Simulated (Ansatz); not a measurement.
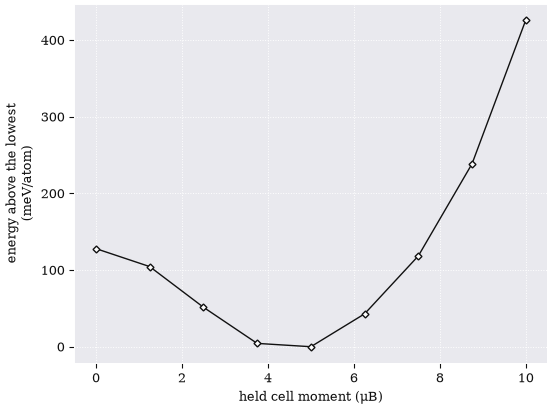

The plot gives the computed energy above the lowest against held cell moment for MnSn₂, space group I4/mcm (No. 140).

The given structure:
```
Mn Sn
1.0
    -3.32300    3.32300    2.71250
     3.32300   -3.32300    2.71250
     3.32300    3.32300   -2.71250
Mn Sn
2 4
Direct
  0.75000 0.75000 0.00000
  0.25000 0.25000 0.00000
  0.15900 0.65900 0.81800
  0.65900 0.84100 0.50000
  0.84100 0.34100 0.18200
  0.34100 0.15900 0.50000
```

How it was computed, with Ansatz 0.2.0: fixed-spin-moment curve at fixed atoms: the total collinear moment of the cell is held, energies count from the lowest point of the curve, pressure is positive in compression; plane-wave DFT of a periodic cell. Level: PBEsol, collinear spin.

cell charge 0 e; exact exchange fraction 0; potentials PAW default; wave cutoff 420 eV; k mesh 8x8x8; k shift none; occupation rule Gaussian; occupation width 0.1 eV.

From this curve and the settings, what does the calculation give for the pressure and largest site moment at the same points?

The pressure rises from −10.0 GPa at held cell moment 0.00 μB to 10.2 GPa at 10.00 μB, and changes sign near 6.5 μB. The largest site moment rises from 0.000 μB at held cell moment 0.00 μB to 3.900 μB at 10.00 μB.

```tsv
held cell moment (μB)	pressure (GPa)	largest site moment (μB)
0.00	-10.0	0.000
1.25	-9.3	0.878
2.50	-8.0	1.634
3.75	-6.3	2.203
5.00	-3.7	2.679
6.25	-0.6	3.064
7.50	2.9	3.400
8.75	6.6	3.679
10.00	10.2	3.900
```

Caveats: one run started without moments.
